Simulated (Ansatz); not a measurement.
Consider SnH2.

Input file:

```
crystal:
  lattice:
    - [-2.5678769952, 2.5678769952, 3.5586988198]
    - [2.5678769952, -2.5678769952, 3.5586988198]
    - [2.5678769952, 2.5678769952, -3.5586988198]
  atoms:
    - { symbol: Sn, position: [0.75, 0.25, 0.5] }
    - { symbol: Sn, position: [0.0, 0.0, 0.0] }
    - { symbol: H, position: [0.4458716487, 0.4458716487, 0.0] }
    - { symbol: H, position: [0.1958716487, 0.6958716487, 0.5] }
    - { symbol: H, position: [0.3041283513, 0.8041283513, 0.5] }
    - { symbol: H, position: [0.5541283513, 0.5541283513, 0.0] }
basis:
  ecutwfc: 420
kpoints:
  mp_grid: { grid: [10, 10, 10] }
hamiltonian:
  xc: pbe
scf:
  occupations: { method: gaussian, width: 0.01 }
output:
  forces: true
  stress: true
  eigenvalues: true
  write_density: true
  write_potential: true
  elf: true
  volumetric_format: npy
relax:
  adjacent_minimum: "off"
  f_tol: 0.01
  max_steps: 30
  cell: { stress_tol: 0.1, fix: [volume] }
```

Launched as:

```sh
ansatz run input.yaml --threads 1 --pin off --max-ram 2560MiB --backend cpu --events-out ev --progress --plain --runs-dir out
```

Below, planes, directions and counts refer to the conventional cell (a = 5.14 Å, b = 5.14 Å, c = 7.12 Å, α = 90.00°, β = 90.00°, γ = 90.00°).

The fields are those of the relaxed geometry.

Space group I4₁/amd; a generated structure, not necessarily the stable one; changed on purpose from its base cell (volume × 1.10, shape and atoms relaxed); computed pressure about −2 GPa in this cell.

All numbers below come from DFT PBE, scalar-relativistic, plane waves, PAW in Ansatz.

What can the converged valence pseudo-density and electron localisation function tell about the bonding?

Answer. H–H (0.76 Å): the density is about 1.8 e/Å³ at the midpoint; the ELF peaks at about 1 between the atoms.

Does the calculation make it a metal, or give it a gap?

Answer. It is metallic or semimetallic at this level of theory: no gap opens.

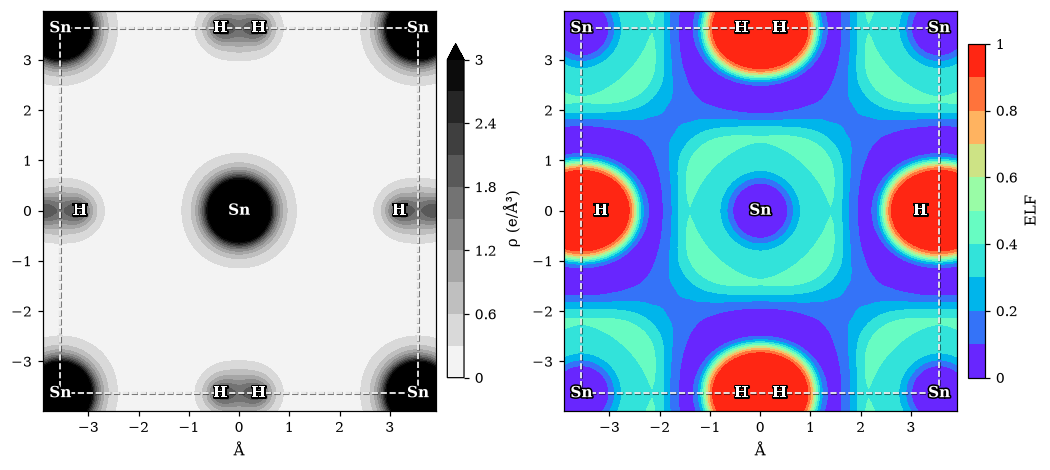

Computed valence pseudo-density and electron localisation function on the (110) plane of the conventional cell, in this order. 
